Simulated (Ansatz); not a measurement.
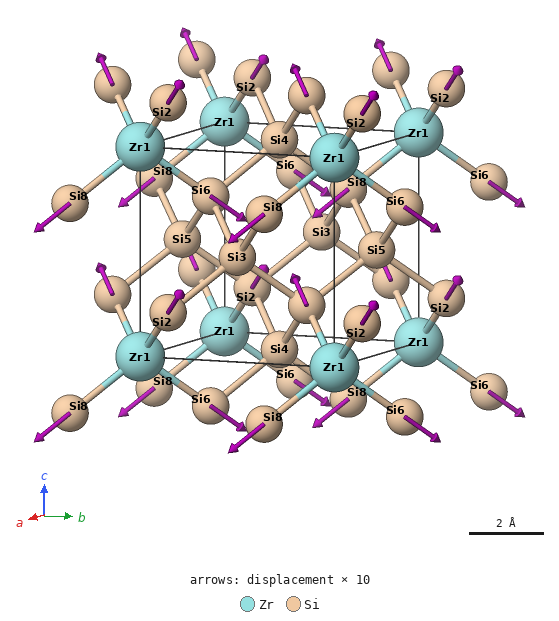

This is a relaxation of a crystal of ZrSi7 (a generated structure, set up in P-43m) (coarse preliminary run). The starting structure is drawn; purple arrows show the displacements (the part carried along by the change of the cell is left out), magnified 10 times.

A ball-and-stick model of the cell of the calculation, seen slightly off an axis.

Method: DFT PBE, scalar-relativistic, plane waves, PAW (Ansatz 0.2.0). Set-up: plane-wave cutoff 420 eV; k-point mesh 4 × 4 × 4; occupations gaussian; smearing width 0.1 eV; no spin polarisation; cell and atoms relaxed; force threshold 0.05 eV/Å; at most 80 steps.

Describe the change and its energy.

Answer. The largest moves relative to the cell, 0.13 Å, are those of Si atoms. Zr stays in place. The drawn cell changes as follows: a = b = c 5.733 → 5.650 Å (−1.4 %); the volume changes by −4.3 %. Near-neighbour distances that change, for instance: Si–Zr 2.509 → 2.602 Å, Si–Si 2.474 → 2.399 Å. Bond angles that change, for instance: Si–Si–Si 108.3° → 102.5°, Si–Si–Si 110.0° → 113.1°, Zr–Si–Si 108.9° → 106.0°. The space group stays P-43m (No. 215). Over 3 accepted moves (4 points after the start) the energy falls by 0.538 eV per cell of the calculation. The largest force component goes from 1.1 to 0.0039 eV/Å. Pressure: −1.22 GPa at the start and −0.02 GPa at the end. The SCF was repeated once at an unchanged geometry on a basis and grid sized afresh for the cell, which shifted the energy by 0.7 meV per cell of the calculation at most. Cost: 6.7 s on 4 threads of Arm Neoverse V2, with other jobs on the host, peak memory 0.48 GiB.
